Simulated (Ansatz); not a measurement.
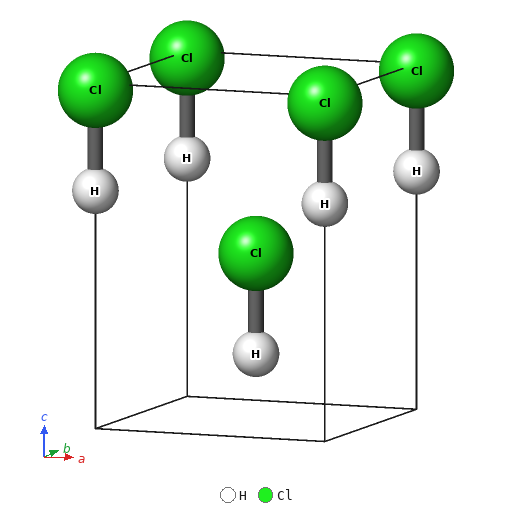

System: HCl, space group I4mm (No. 107). The picture shows the conventional cell.

The given structure:
```xyz
2
Lattice="-1.5935 1.5935 2.2507 1.5935 -1.5935 2.2507 1.5935 1.5935 -2.2507" Properties=species:S:1:pos:R:3 pbc="T T T"
H     0.0000    0.0000    3.1007
Cl    0.0000    0.0000    4.4075
```

Method: infrared-active and silent optical phonons at the zone centre of an insulator with atoms at rest in the given cell, intensity summed over the level, zero macroscopic field, imaginary frequencies are negative, field response on a mesh refined by the program; PAW (Ansatz 0.2.0). Level: PBEsol, no spin polarisation.

- wave cutoff: 420 eV
- k mesh: 8×8×8
- occupations: fixed
- pressure: 14 GPa

Predict the infrared spectrum of the zone-centre phonons.

Two modes are imaginary, the softest at 57.4i cm⁻¹, so the structure is dynamically unstable. The strongest infrared line is at 2640.0 cm⁻¹, the only infrared-active level among the modes of real frequency.

| frequency (cm⁻¹) | degeneracy | infrared ((D/Å)²/amu) |
| --- | --- | --- |
| −57.4 | 2 | 14 |
| 2640.0 | 1 | 14.5 |

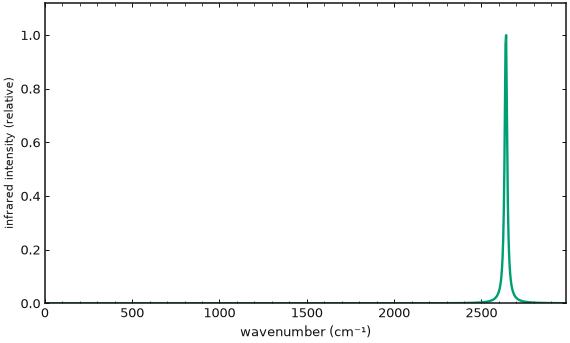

Lines are broadened by Lorentzians of 17 cm⁻¹ full width; the spectrum is scaled to its strongest line. These are zero-field (TO) frequencies; inactive modes don't show. Modes with imaginary frequency are left out of the spectrum.
